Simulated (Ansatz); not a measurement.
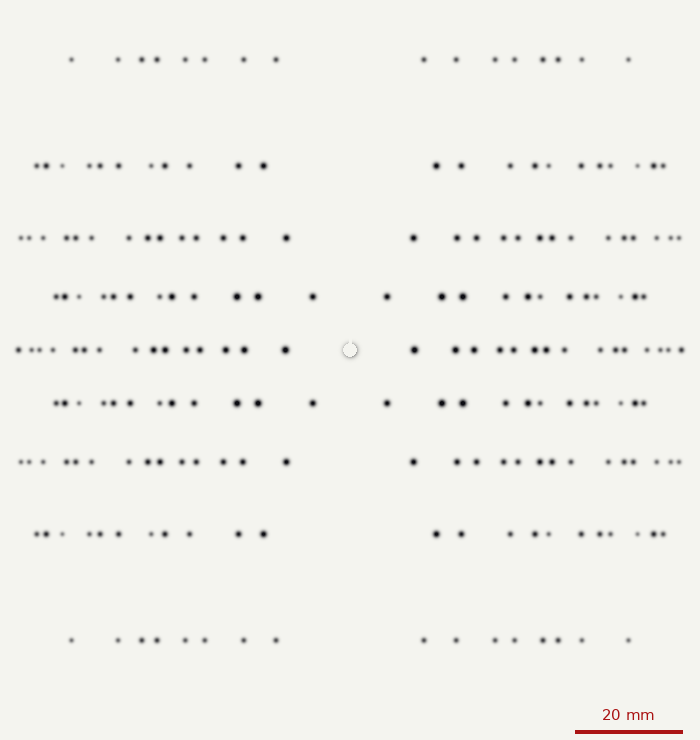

Simulated X-ray rotation photograph: Mo Kα radiation (λ = 0.7107 Å), cylindrical film of radius 57.3 mm unrolled, rotation axis vertical and normal to the beam, kinematic intensities without Lorentz or polarisation factors, the film spanning ±63° about the beam; spots down to d = 0.67 Å.

What lattice repeat along the rotation axis do the layer lines give?

The first layer line lies 10.0 mm from the equator, so tan ν = 0.175, sin ν = 0.173 and the period is λ/sin ν = 4.12 Å. Further lines follow at 21.1, 34.7, 54.7 mm.

The crystal is Ti, space group Fd-3m (No. 227), a = 5.82 Å. Structure: the geometry relaxed with DFT, RPBE, plane waves (420 eV) with PAW, scalar-relativistic in Ansatz; the starting structure was generated, so it need not be a known form of this composition.

About which axis was it rotated?

About [110] (or an equivalent direction), whose length in the conventional cell is 8.235 Å; the F centring shortens the period to 1/2 of it.
